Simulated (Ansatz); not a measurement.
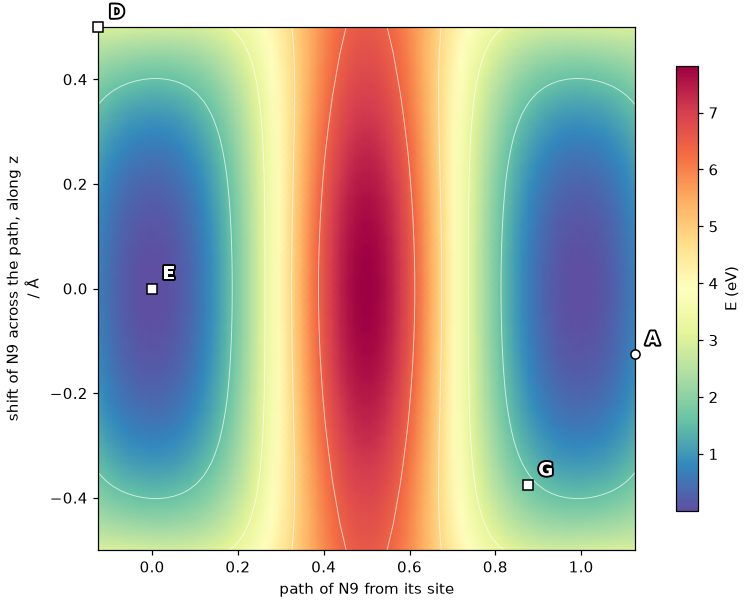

AlN (Fm-3m phase) with one N vacancy (15 atoms in the cell, cell charge +3). An atom moved over a plane that holds its own site and a neighbouring vacancy (x, y and z along the cube axes). First axis: path of N9 from its site (0) to the vacancy (1), 2.878 Å. Second axis: shift of N9 across the path, along z. Nothing is relaxed (all other atoms held at the sites of the perfect crystal). The scan uses an 11 × 9 grid; 25 points were computed and 74 follow by symmetry. Points are written as (first, second). Energies: eV per cell, counted from the lowest grid point. The cell is charged on a uniform background, without a charge correction. Theory: DFT PBE, scalar-relativistic, plane waves, PAW in Ansatz 0.2.0. Settings: cutoff 420 eV, k-mesh 4×4×4, gaussian smearing 0.05 eV, no spin polarisation.

The picture shows a smooth colour map with a few white contour lines, lettered points. Between grid points the surface is interpolated.

Q: Rank the lettered points by energy, lowest first.

A: E (0.0 eV), A (0.8 eV), G (1.8 eV), D (3.0 eV).
